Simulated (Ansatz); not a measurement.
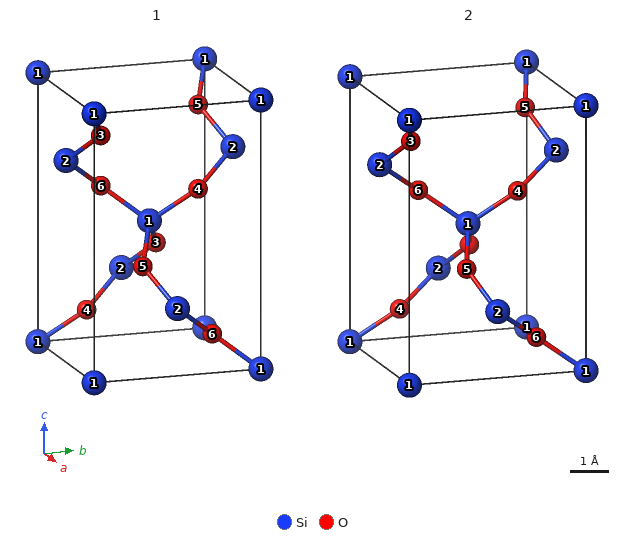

Two geometries of crystalline SiO$_{2}$ (set up in I-42d), drawn at one scale. One is the start of a relaxation, the other its converged end. A ball-and-stick model of the conventional cell (2 times the calculation's cell), seen slightly off an axis. Lengths and directions refer to the drawn axes.

The calculation used Ansatz 0.2.0, DFT PBE, scalar-relativistic, plane waves, PAW. (plane-wave cutoff 520 eV; k-point mesh 8 × 8 × 8; occupations gaussian; smearing width 0.02 eV; no spin polarisation; cell and atoms relaxed; force threshold 0.01 eV/Å; at most 60 steps)

**Which geometry has the lower energy?**

Structure 2 is the relaxed one. Case: relaxed ecut: 520 eV. After 5 accepted moves (6 points after the start) the energy has fallen by 14.2 meV per atom. Largest force component: 0.13 eV/Å at the start, 0.0019 eV/Å at the end. Pressure: 3.54 GPa at the start and 0.00 GPa at the end. The SCF was repeated once at an unchanged geometry on a basis and grid sized afresh for the cell, which shifted the energy by 0.1 meV per atom at most. The largest moves relative to the cell, 0.16 Å, are those of O3, O4, O5 and O6. O5 goes along +b. Si stays in place. Cell: a = b 4.748 → 5.028 Å (+5.9 %), c 7.488 → 7.376 Å (−1.5 %). Volume +10.5 %. Among the contacts that change: Si1–O3 1.621 → 1.626 Å. Bond angles that change, for instance: Si1–O6–Si2 137.6° → 146.9°. The space group stays I-42d (No. 122).
